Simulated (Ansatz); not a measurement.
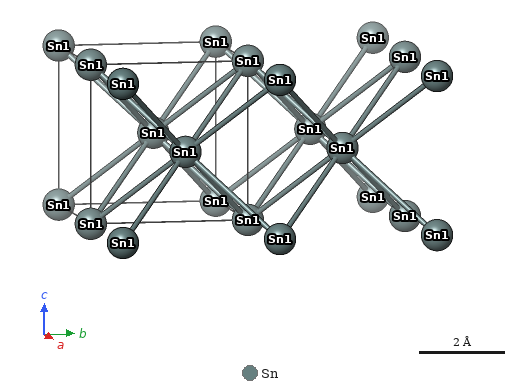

This is a symmetric starting cell of Sn. The picture is a ball-and-stick view of the conventional cell (2 times the calculation's cell), repeated 2 × 2 × 1 with one cell outlined, seen slightly off an axis. Lengths and directions refer to the drawn axes.

Method: DFT PBEsol, scalar-relativistic, plane waves, PAW in Ansatz 0.2.0. (plane-wave cutoff 420 eV; k-point mesh 15 × 15 × 15; occupations gaussian; smearing width 0.1 eV; no spin polarisation)

The variant: The cell is strained by +15.4 % along [1 1 −1] and −2.6 % across it (volume +9.5 %), the atoms keeping their fractional coordinates. No relaxation follows. The starting cell wasn't computed here and needn't be at equilibrium, so pressure and forces aren't due to the change alone.

Question: What does the calculation give for the changed structure?

Answer: The pressure is −4.5 GPa (not all of it need come from the change, since the unchanged cell can be under pressure at this level too). The principal stresses (compression positive) are −5.4 GPa along [1 1 −1] and −4.1 GPa across it. All forces vanish by symmetry. Some distances before and after: Sn–Sn 3.282 → 3.267 to 3.787 Å. The space group (tolerance 0.01 Å) goes from Im-3m (No. 229) to R-3m (No. 166).

The changed structure in the same view:

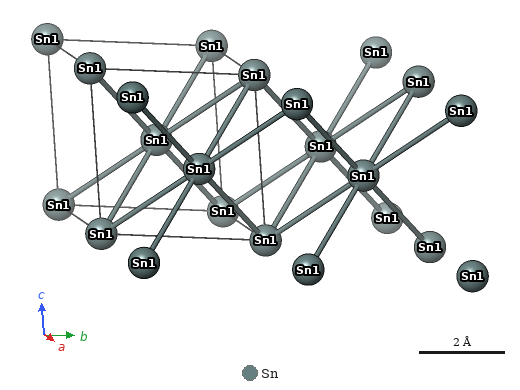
